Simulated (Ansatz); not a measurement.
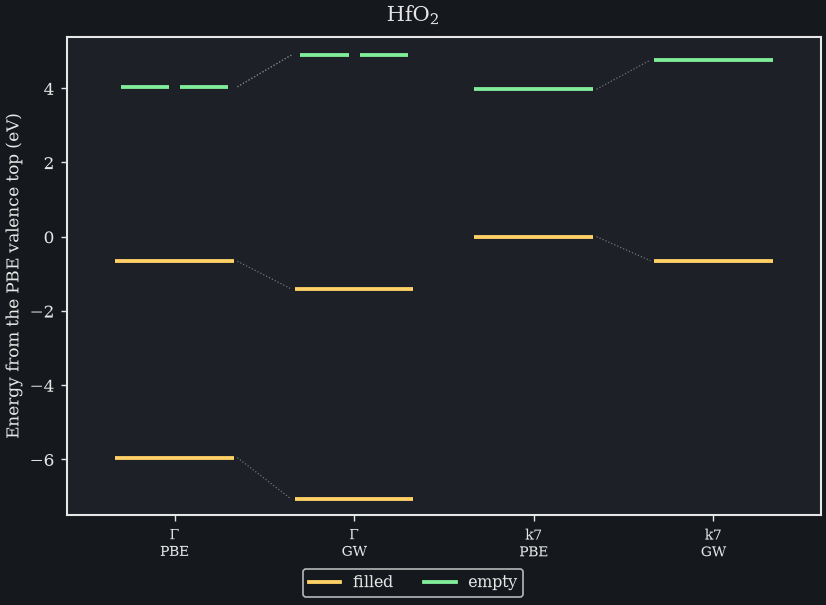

Kohn-Sham (PBE) and quasiparticle levels side by side at points of the k mesh; filled and empty levels have different colours. System: HfO$_{2}$, space group Fm-3m (No. 225), 3 atoms in the cell. Computed with Ansatz 0.2.0-dev: G0W0@PBE, plasmon-pole screening, hand-made PAW set, no spin polarisation, 4×4×4 k mesh.

The gap on the mesh goes from 3.97 eV in PBE to 5.41 eV, an opening of 1.44 eV. The valence top moves by −0.65 eV and the conduction bottom by +0.79 eV.

These values hold for 193 empty bands and a screening cutoff of 200 eV on this mesh, not for the basis limit. Spin-orbit coupling is left out, which matters for Hf.
